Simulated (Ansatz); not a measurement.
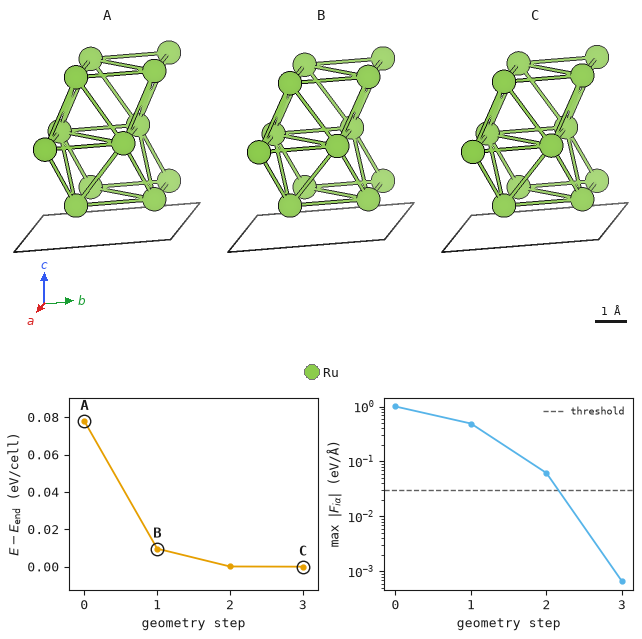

Frames of a constrained relaxation of a slab of composition Ru (cut from the P6_3/mmc phase), marked on the history of the run. A ball-and-stick model of the 2 × 2 repeat of the cell, outlined in the plane, without the vacuum, seen slightly off an axis.

Case: clean slab, lower half held. The slab is the (0 0 1) face of Ru. 1 atoms are held fixed.

All numbers below come from Ansatz 0.2.0, DFT PBEsol, scalar-relativistic, plane waves, PAW.

Input
```yaml
crystal:
  lattice:
    - [2.6895239995, 0.0, 0.0]
    - [-1.3447619997, 2.3291961076, 0.0]
    - [0.0, 0.0, 21.2519209516]
  atoms:
    - { symbol: Ru, position: [0.3333333333, 0.6666666667, 0.3999638442] }
    - { symbol: Ru, position: [0.6666666667, 0.3333333333, 0.5] }
    - { symbol: Ru, position: [0.3333333333, 0.6666666667, 0.6000361558] }
basis:
  ecutwfc: 420
kpoints:
  mp_grid: { grid: [12, 12, 1] }
hamiltonian:
  xc: pbesol
scf:
  occupations: { method: gaussian, width: 0.1 }
output:
  forces: true
  eigenvalues: true
  write_density: true
  write_potential: true
  elf: true
  volumetric_format: npy
relax:
  adjacent_minimum: "off"
  f_tol: 0.03
  max_steps: 70
  constraints: [{ sites: [0] }]
efield:
  axis: 3
  dipole_correction: true
  ramp_width: 0.04
```

Launched with:
```bash
ansatz run input.yaml --threads 1 --pin off --max-ram 2560MiB --backend cpu --events-out ev --progress --plain --runs-dir out
```

Q: Describe the path.

A: The atom that moves furthest is Ru3 (0.15 Å along the normal (−c)). The cell stays as it was. Near-neighbour distances that change, for instance: Ru1–Ru2 2.633 → 2.573 Å. The energy falls by 77.9 meV per cell of the calculation in 3 geometry steps. Largest force component: 1 eV/Å at the start, 0.00066 eV/Å at the end. The run took 42 s on 1 thread of AMD EPYC 7R43 64-Core Processor (Zen 3), on a shared host, peak memory 0.42 GiB. From step 0 to 1: Ru3 moves most (0.20 Å), energy −68.3 meV per cell of the calculation. From step 1 to 3: Ru3 moves most (0.05 Å), energy −9.6 meV per cell of the calculation.

```tsv
step	E − E(0), meV/atom	largest force component, eV/Å
0	0.00	1.0010
1	-22.77	0.4900
2	-25.95	0.0617
3	-25.98	0.0007
```
